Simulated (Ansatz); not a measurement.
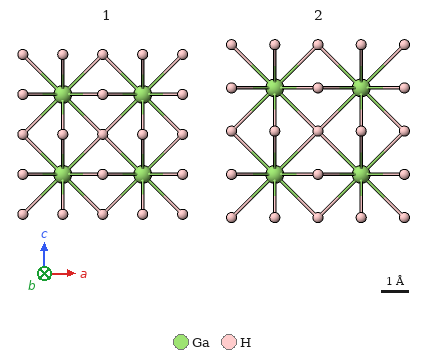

Two geometries of a crystal of GaH3 (built on the Cu3Au (L1_2)_221 type) (coarse preliminary run), drawn at one scale. One is the start of a relaxation, the other its converged end. The picture is a ball-and-stick view of the cell of the calculation, seen along the b axis.

Level of theory: Ansatz, DFT PBE, scalar-relativistic, plane waves, PAW. Settings: plane-wave cutoff 420 eV; k-point mesh 6 × 6 × 6; occupations gaussian; smearing width 0.1 eV; no spin polarisation; cell and atoms relaxed; force threshold 0.04 eV/Å; at most 70 steps.

Which geometry has the lower energy?

Structure 1 is the relaxed one. Case: Cu3Au (L1_2) type (Pm-3m, No. 221). The energy falls by 79.5 meV per atom in 3 accepted moves (4 points after the start). All forces vanish by symmetry, so only the cell relaxes. Pressure: −11.73 GPa at the start and −0.35 GPa at the end. At 1 point the geometry stayed and the basis and grid were re-selected for the new cell (energy shift of 1.4 meV per atom at most each time). No atom moves by more than 0.005 Å relative to the cell. The volume changes by −21.0 %, with a = b = c 3.270 → 3.023 Å (−7.6 %). Some distances before and after: Ga–H 2.312 → 2.138 Å. The space group stays Pm-3m (No. 221).

Limits of the set-up: layers or molecules are held without a dispersion correction, so their spacing is unreliable.
